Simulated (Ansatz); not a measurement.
La (Fm-3m, No. 225): a calculation's starting geometry; the starting structure was generated, so it need not be a known form of this composition.

Space group Fm-3m (No. 225). a = 5.298 Å, b = 5.298 Å, c = 5.298 Å, α = 90.00°, β = 90.00°, γ = 90.00°
```csv
atom,site,symmetry,x,y,z
La,4a,m-3m,0.0000,0.0000,0.0000
```

> What will an integrated-DPC-like image along [111] show? Simulated as the projected potential of neutral atoms (B = 0.8 Å²) blurred by a 1.18 Å probe, the thin-sample limit of integrated differential phase contrast. The display is stretched by a gamma of 0.65; percentages refer to the linear signal. Shot noise was added.

The columns repeat on a hexagonal net with a repeat of 2.16 Å (plane group p6mm). All columns are alike (La). The shortest distance between visible columns is 2.16 Å in projection. Along the beam the structure repeats every 9.18 Å.

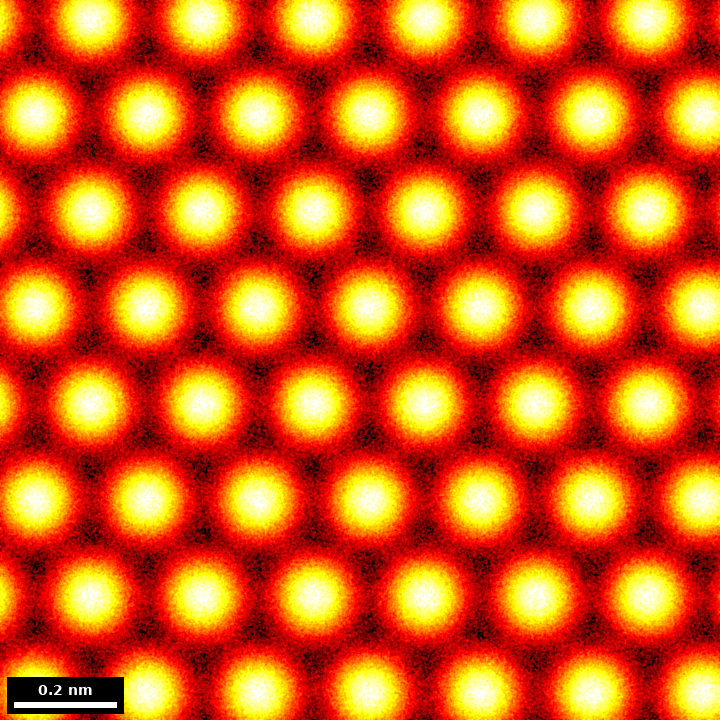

The simulated image.
